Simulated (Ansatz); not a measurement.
**Run report: TiAl₂, geometry relaxation (part 1 of 2)**

- system: TiAl₂ (12 atoms in the cell)
- method: DFT r2SCAN, scalar-relativistic, plane waves, PAW, no spin polarisation (Ansatz 0.2.0)

The structure derives from a Materials Project entry. Figures and captions count atoms from 1; the log counts them from 0 in places.

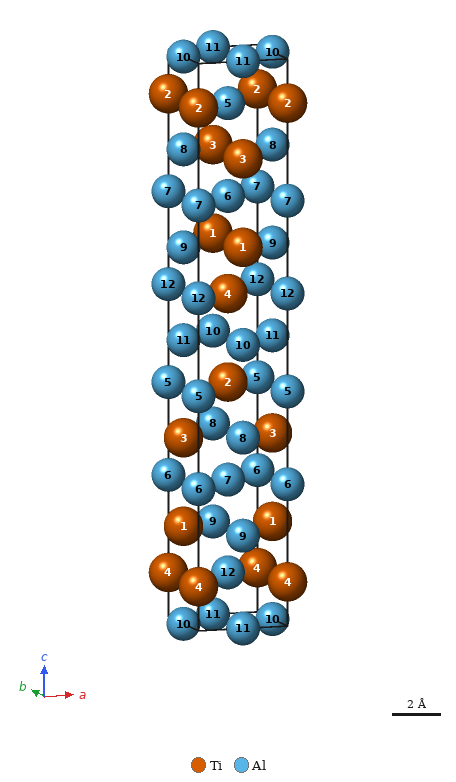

Fig. 1: The starting structure (spheres-only view of the cell 2 times as large as that of the calculation, set on its symmetry axes, seen slightly off an axis; atoms are numbered from 1 in the order of the input). An atom can appear more than once, as a periodic image.

Input:
```yaml
crystal:
  lattice:
    - [-1.9743548365, 1.9743548365, 12.0765160558]
    - [1.9743548365, -1.9743548365, 12.0765160558]
    - [1.9743548365, 1.9743548365, -12.0765160558]
  atoms:
    - { symbol: Ti, position: [0.67200248, 0.17200248, 0.5] }
    - { symbol: Ti, position: [0.92200248, 0.92200248, 0.0] }
    - { symbol: Ti, position: [0.82799752, 0.32799752, 0.5] }
    - { symbol: Ti, position: [0.07799752, 0.07799752, 0.0] }
    - { symbol: Al, position: [0.41361949, 0.41361949, 0.0] }
    - { symbol: Al, position: [0.25003366, 0.25003366, 0.0] }
    - { symbol: Al, position: [0.74996634, 0.74996634, 0.0] }
    - { symbol: Al, position: [0.33638051, 0.83638051, 0.5] }
    - { symbol: Al, position: [0.16361949, 0.66361949, 0.5] }
    - { symbol: Al, position: [0.49996634, 0.99996634, 0.5] }
    - { symbol: Al, position: [3.366e-05, 0.50003366, 0.5] }
    - { symbol: Al, position: [0.58638051, 0.58638051, 0.0] }
basis:
  ecutwfc: 500
kpoints:
  mp_grid: { grid: [12, 12, 12] }
hamiltonian:
  xc: r2scan
scf:
  occupations: { method: gaussian, width: 0.1 }
output:
  forces: true
  stress: true
  eigenvalues: true
  write_density: true
  write_potential: true
  elf: true
  volumetric_format: npy
relax:
  adjacent_minimum: "off"
  f_tol: 0.005
  max_steps: 80
  cell: { stress_tol: 0.05 }
```

Machine: 2 threads of Oxide Virtual Turin-like (Zen 5), 32 GiB of memory available, shared host.

Run as:
```bash
ansatz run input.yaml --threads 2 --pin off --max-ram 5120MiB --backend cpu --events-out ev --progress --plain --runs-dir out
```

Log:
```
basis.fft_grid_basis auto: the FFT boxes are laid along the combinations [[1, -1, 0], [0, 1, 0], [1, 0, 1]] of the cell's own vectors, 5.584, 12.395 and 3.949 Å long. The dense box has 45×96×30 points. Along the cell's own vectors, as sized, it would have 96×96×96, 6.83 times as many. Of the 16 symmetry operations that the crystal satisfies within crystal.symmetry.tolerance (time reversal apart; of a slab, those that keep its plane) the dense box along the cell's own vectors carries 16, and the one as laid loses 15 of those. basis.fft_grid_basis: typed keeps the cell's own vectors: state it where this run's energies or levels are differenced outside the engine with another run's, or held beside a run that keeps those vectors. Those combinations have planes normal to reciprocal vector 3, as the cell's own vectors have. Each planar average written beside output.write_density, output.write_potential has a row for each plane of the box: 30. The volumetric files lie along those combinations, not along the cell's own vectors: a cube or XSF file states them, and fields.json those of NumPy files.
Engine: ansatz 0.2.0, x86_64-unknown-linux-gnu
Pseudopotentials: kind: paw
Pseudopotential: Ti, paw, valence charge 12, recommended cutoff 500 eV (meta_gga), Ti.paw.azcp
Pseudopotential: Al, paw, valence charge 3, recommended cutoff 500 eV (meta_gga), Al.paw.azcp
Functional definition: r2SCAN
  parameter k0 = 0.174
  parameter k1 = 0.065
  parameter a1 = 4.9479
  exchange = r2scan_x(k0 = k0, k1 = k1, a1 = a1)
  correlation = r2scan_c
Crystal: 12 atoms, lattice volume = 188.301 Å³
Basis set: ecut = 500 eV, 4773 PW (Γ), FFT grids on a1−a2, a2, a1+a3, exchange–correlation on 180×384×120 points (64 copies of the dense FFT grid, shifted against one another)
Bands: 48, of which v1, the nominal top of the filled ones, is band 36 counted from 1 (35 counted from 0)
Symmetry: 16 space group operations
Space group: I41/amd (ITA 141), of the structure as read, at distance tolerance 5.7e-5 Å
k-points: 163 of 1728
Non-local potential: Ti, projectors of the file, l = 0: 3, l = 1: 2, l = 2: 3, l = 3: 1
Non-local potential: Al, projectors of the file, l = 0: 2, l = 1: 2, l = 2: 1
PAW form: soft (Blöchl's): semilocal exchange-correlation on the pseudo side does not see the compensation charge
PAW frozen core: Ti, regenerated for the run's functional (the file was generated under x = pbe(κ = 0.804, μ = 0.2195149727645171), c = pbe(β = 0.06672455060314922))
PAW frozen core: Al, regenerated for the run's functional (the file was generated under x = pbe(κ = 0.804, μ = 0.2195149727645171), c = pbe(β = 0.06672455060314922))
PAW one-centre angular grid: Ti, 590 points (default); XC on 160 Gauss nodes
PAW one-centre angular grid: Al, 302 points (default); XC on 160 Gauss nodes
Initial density: superposition of atomic densities (neutral atoms: chi_scale 0, normalization atom), corrected by the library's trained network
Initial wavefunctions: pseudopotential atomic-orbital guess
Functional: x = r2scan, c = r2scan; τ floored in thin density (d = 2e-4 eV/Å³)
SCF iter   1: F=—  HF=-14346.344381 eV  |F-HF|=—  |Δ(HF+E_count)|=         —  Δρ=1.14e-2  dr2=2.71e-1  dr2_τ=9.37e-2  ethr=1.77e-3  ⟨swp⟩=7.7  Hψ=36897  notcnv=0
preconditioner: auto → Kerker (q_TF=auto, 2.324 Å⁻¹)  [metal: Δε(μ)=0.008 eV  Ē_g=5.226 eV  σ=0.100 eV  W_gap=0.04  n_scr=44 (ndim 8)  ℏωp=17.1 eV  f_vac=0.000  D(μ)=3.70/eV (n_scr^D=22)]
SCF iter   2: F=—  HF=-14346.493213 eV  |F-HF|=—  |Δ(HF+E_count)|=   1.49e-1  Δρ=3.40e-3  dr2=2.59e-2  dr2_τ=5.67e-3  ethr=3.77e-4  ⟨swp⟩=3.0  Hψ=16435  notcnv=0  defer=584
SCF iter   3: F=—  HF=-14346.493491 eV  |F-HF|=—  |Δ(HF+E_count)|=   2.78e-4  Δρ=2.01e-3  dr2=7.56e-3  dr2_τ=2.44e-4  ethr=3.60e-5  ⟨swp⟩=2.0  Hψ=9639  notcnv=0  defer=584
SCF iter   4: F=—  HF=-14346.493673 eV  |F-HF|=—  |Δ(HF+E_count)|=   1.82e-4  Δρ=2.38e-4  dr2=9.68e-5  dr2_τ=5.14e-6  ethr=1.05e-5  ⟨swp⟩=2.5  Hψ=11375  notcnv=0  defer=584
SCF iter   5: F=—  HF=-14346.493646 eV  |F-HF|=—  |Δ(HF+E_count)|=   2.72e-5  Δρ=5.60e-5  dr2=6.78e-6  dr2_τ=3.15e-7  ethr=1.34e-7  ⟨swp⟩=2.7  Hψ=11980  notcnv=0  defer=584
SCF iter   6: F=—  HF=-14346.493644 eV  |F-HF|=—  |Δ(HF+E_count)|=   1.86e-6  Δρ=1.07e-5  dr2=2.58e-7  dr2_τ=1.23e-8  ethr=9.41e-9  ⟨swp⟩=2.1  Hψ=9897  notcnv=0  defer=584
SCF iter   7: F=-14346.493644 eV  HF=-14346.493644 eV  |F-HF|=1.04e-8  |Δ(HF+E_count)|=   7.29e-8  Δρ=3.08e-6  dr2=2.26e-8  dr2_τ=7.95e-10  ethr=1.39e-10  ⟨swp⟩=14.7  Hψ=48063  notcnv=0
SCF 1 converged in 7 iterations: F = -14346.493644 eV  dr2 = 2.26e-8
  greatest PAW one-centre occupation: 1.001 electrons in one spin orbital (limit 2), on the Ti atom at site 3 (counted from 0), in its partial waves of l = 1
relax step   1: F+E_penalty+E_count = -14346.49364379 eV  Δ(F+E_penalty+E_count) = +0.000e0 eV  max|allowed force component| = 1.450e-2 eV/Å  Δτ_max = 0.0000 Å  P = +0.102 GPa  Ω = 188.301 Å³  (7 SCF iters, dr2 threshold 1.00e-7 eV, accepted)
Crystal: 12 atoms, lattice volume = 188.527 Å³
Initial density: handed on by an earlier stage of this run
Initial wavefunctions: those handed on with the density
iter 1 solved again at ethr=7.49e-8 eV; its pass at ethr=3.10e-3 eV (dr2=5.39e-5 eV) is discarded
SCF iter   1: F=—  HF=-14346.493626 eV  |F-HF|=—  |Δ(HF+E_count)|=         —  Δρ=1.02e-4  dr2=5.35e-5  dr2_τ=9.29e-5  ethr=7.49e-8  ⟨swp⟩=2.0  Hψ=34300  notcnv=0
preconditioner: auto → Kerker (q_TF=auto, 2.324 Å⁻¹)  [metal: Δε(μ)=0.005 eV  Ē_g=5.130 eV  σ=0.100 eV  W_gap=0.03  n_scr=44 (ndim 8)  ℏωp=17.1 eV  f_vac=0.000  D(μ)=3.84/eV (n_scr^D=22)]
SCF iter   2: F=—  HF=-14346.493753 eV  |F-HF|=—  |Δ(HF+E_count)|=   1.27e-4  Δρ=6.47e-5  dr2=1.81e-5  dr2_τ=2.37e-7  ethr=7.44e-8  ⟨swp⟩=2.2  Hψ=12994  notcnv=0
SCF iter   3: F=—  HF=-14346.493699 eV  |F-HF|=—  |Δ(HF+E_count)|=   5.32e-5  Δρ=4.73e-5  dr2=8.74e-6  dr2_τ=4.37e-7  ethr=2.52e-8  ⟨swp⟩=2.0  Hψ=10577  notcnv=0
SCF iter   4: F=—  HF=-14346.493698 eV  |F-HF|=—  |Δ(HF+E_count)|=   1.19e-6  Δρ=7.69e-6  dr2=1.81e-7  dr2_τ=1.58e-8  ethr=1.21e-8  ⟨swp⟩=2.0  Hψ=9786  notcnv=0
SCF iter   5: F=—  HF=-14346.493698 eV  |F-HF|=—  |Δ(HF+E_count)|=   3.77e-8  Δρ=4.16e-6  dr2=4.61e-8  dr2_τ=1.15e-9  ethr=4.71e-11  ⟨swp⟩=7.7  Hψ=38742  notcnv=0
SCF iter   6: F=-14346.493698 eV  HF=-14346.493698 eV  |F-HF|=4.43e-9  |Δ(HF+E_count)|=   3.62e-8  Δρ=1.24e-6  dr2=3.37e-9  dr2_τ=6.47e-11  ethr=4.71e-11  ⟨swp⟩=7.7  Hψ=39426  notcnv=0
SCF 2 converged in 6 iterations: F = -14346.493698 eV  dr2 = 3.37e-9
  greatest PAW one-centre occupation: 1.001 electrons in one spin orbital (limit 2), on the Ti atom at site 2 (counted from 0), in its partial waves of l = 1
relax step   2: F+E_penalty+E_count = -14346.49369835 eV  Δ(F+E_penalty+E_count) = -5.455e-5 eV  max|allowed force component| = 2.547e-3 eV/Å  Δτ_max = 0.0018 Å  P = -0.049 GPa  Ω = 188.527 Å³  energy of the carried Pulay correction = -5.033e-5 eV  (6 SCF iters, dr2 threshold 3.39e-8 eV, accepted)
Crystal: 12 atoms, lattice volume = 188.445 Å³
iter 1 solved again at ethr=1.67e-8 eV; its pass at ethr=3.10e-3 eV (dr2=1.20e-5 eV) is discarded
SCF iter   1: F=—  HF=-14346.493746 eV  |F-HF|=—  |Δ(HF+E_count)|=         —  Δρ=4.23e-5  dr2=1.21e-5  dr2_τ=2.19e-5  ethr=1.67e-8  ⟨swp⟩=2.6  Hψ=34676  notcnv=0
preconditioner: auto → Kerker (q_TF=auto, 2.324 Å⁻¹)  [metal: Δε(μ)=0.006 eV  Ē_g=5.131 eV  σ=0.100 eV  W_gap=0.03  n_scr=44 (ndim 8)  ℏωp=17.1 eV  f_vac=0.000  D(μ)=3.84/eV (n_scr^D=22)]
SCF iter   2: F=—  HF=-14346.493768 eV  |F-HF|=—  |Δ(HF+E_count)|=   2.15e-5  Δρ=2.27e-5  dr2=3.52e-6  dr2_τ=5.64e-8  ethr=1.67e-8  ⟨swp⟩=2.1  Hψ=12076  notcnv=0
SCF iter   3: F=—  HF=-14346.493734 eV  |F-HF|=—  |Δ(HF+E_count)|=   3.41e-5  Δρ=1.56e-5  dr2=1.29e-6  dr2_τ=5.38e-8  ethr=4.90e-9  ⟨swp⟩=2.0  Hψ=9929  notcnv=0
SCF iter   4: F=—  HF=-14346.493734 eV  |F-HF|=—  |Δ(HF+E_count)|=   1.98e-7  Δρ=2.39e-6  dr2=2.57e-8  dr2_τ=1.97e-9  ethr=1.79e-9  ⟨swp⟩=2.0  Hψ=9795  notcnv=0
SCF iter   5: F=-14346.493734 eV  HF=-14346.493734 eV  |F-HF|=2.47e-10  |Δ(HF+E_count)|=   2.47e-9  Δρ=1.23e-6  dr2=2.47e-9  dr2_τ=1.75e-10  ethr=1.30e-11  ⟨swp⟩=7.0  Hψ=36660  notcnv=0
SCF 3 converged in 5 iterations: F = -14346.493734 eV  dr2 = 2.47e-9
relax step   3: F+E_penalty+E_count = -14346.49373358 eV  Δ(F+E_penalty+E_count) = -3.523e-5 eV  max|allowed force component| = 1.517e-3 eV/Å  Δτ_max = 0.0002 Å  P = +0.002 GPa  Ω = 188.445 Å³  energy of the carried Pulay correction = -3.210e-5 eV  (5 SCF iters, dr2 threshold 9.34e-9 eV, accepted)
Initial wavefunctions: pseudopotential atomic-orbital guess (no wavefunctions were taken with the density)
iter 1 solved again at ethr=9.82e-7 eV; its pass at ethr=3.10e-3 eV (dr2=7.07e-4 eV) is discarded
SCF iter   1: F=—  HF=-14346.493801 eV  |F-HF|=—  |Δ(HF+E_count)|=         —  Δρ=1.80e-5  dr2=1.34e-8  dr2_τ=4.17e-9  ethr=9.82e-7  ⟨swp⟩=2.9  Hψ=52828  notcnv=0
eigensolver tolerance schedule: the retry pair's looser diagonalisation over-reported the residual by 52919.06 of it (diagonalisation noise at an unbounded share of the residual, at the tolerance the schedule requests for it); recorded, not acted on — ethr = c·dr2/N_el stays at c = 1.0e-1
SCF iter   2: F=—  HF=-14346.493769 eV  |F-HF|=—  |Δ(HF+E_count)|=   3.22e-5  Δρ=9.10e-6  dr2=4.10e-9  dr2_τ=2.04e-8  ethr=1.86e-11  ⟨swp⟩=3.1  Hψ=15042  notcnv=0
SCF iter   3: F=—  HF=-14346.493770 eV  |F-HF|=—  |Δ(HF+E_count)|=   5.13e-7  Δρ=8.19e-7  dr2=1.32e-9  dr2_τ=1.10e-10  ethr=5.70e-12  ⟨swp⟩=2.0  Hψ=11123  notcnv=0
SCF iter   4: F=-14346.493770 eV  HF=-14346.493770 eV  |F-HF|=6.18e-11  |Δ(HF+E_count)|=  6.38e-10  Δρ=2.04e-7  dr2=6.77e-11  dr2_τ=7.62e-12  ethr=1.00e-12  ⟨swp⟩=5.7  Hψ=37341  notcnv=0
SCF 4 converged in 4 iterations: F = -14346.493770 eV  dr2 = 6.77e-11
relax step   4: F+E_penalty+E_count = -14346.49376954 eV  Δ(F+E_penalty+E_count) = -3.596e-5 eV  max|allowed force component| = 1.541e-3 eV/Å  Δτ_max = 0.0000 Å  P = +0.002 GPa  Ω = 188.445 Å³  stress off target by 2.22e-3 GPa  SCF on the basis re-selected at this cell (its energy is not comparable with the rows above)  (4 SCF iters)
```

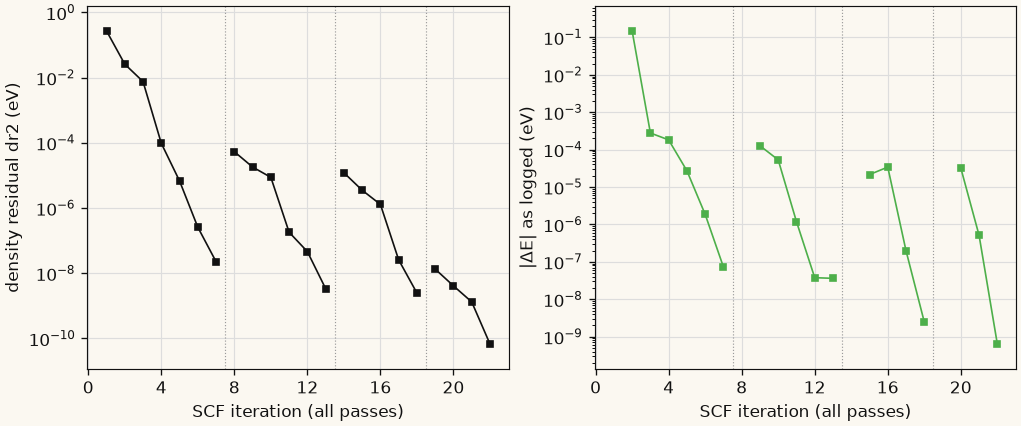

Fig. 2: Convergence of the self-consistent field: density residual dr2 and size of the energy change against the SCF iteration. The dotted lines part the SCF passes of the relaxation: geometry steps, rejected trials and re-solves on a re-selected basis. The passes take 7, 6, 5 and 4 iterations.

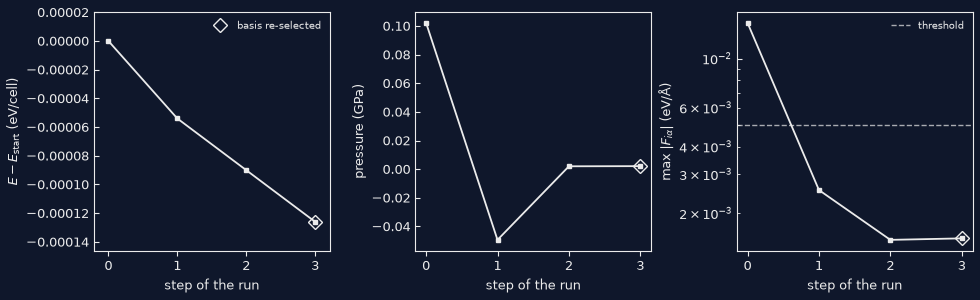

Fig. 3: Progress of the relaxation, step by step (the first geometry is step 0 here and step 1 in the log). After 2 geometry steps the energy has fallen by 0.1 meV per cell of the calculation. Largest force component: 0.014 eV/Å at the start, 0.0015 eV/Å at the end. Pressure: 0.10 GPa at the start and 0.00 GPa at the end. The atoms keep their places relative to the cell (all moves are under 0.005 Å). Cell: a = b 3.949 → 3.950 Å (0.0 %), c stays at 24.153 Å. Volume +0.1 %. The space group stays I4_1/amd (No. 141). A last SCF at the same geometry on a re-selected plane-wave basis shifts the energy by next to nothing (0.0 meV per cell of the calculation). (Atoms are counted from 1 in the order of the input.)

```
basis re-selected at this cell: Δ(F+E_penalty+E_count) = -3.596e-5 eV, ΔP = +0.000 GPa vs the last step (what re-selecting the basis moved, of the pressure what is left beyond the Pulay correction that the steps carried, after the strain that the cell walked since its last selection, with what the two solves' SCF thresholds leave and, on support functions, any second-order correction that the steps lacked; it is no measure of the basis error at this ecutwfc). This SCF's stress stands 2.22e-3 GPa from its target on what of the cell is left free (relax.cell.stress_tol is 5.00e-2 GPa) and its largest allowed force component is 1.54e-3 eV/Å (relax.f_tol is 5.00e-3 eV/Å): within both
SCF converged after 4 iterations
Free energy (F): -14346.493770 eV
Harris-Foulkes:  -14346.493770 eV  (|F-HF|=6.18e-11)
Internal energy: -14346.474594 eV  (E = F + TS)
E sigma→0 (E₀):  -14346.484182 eV
Entropy (-TS):   -0.019176 eV (-1.598 meV/atom)
Fermi energy:    10.526255 eV
```
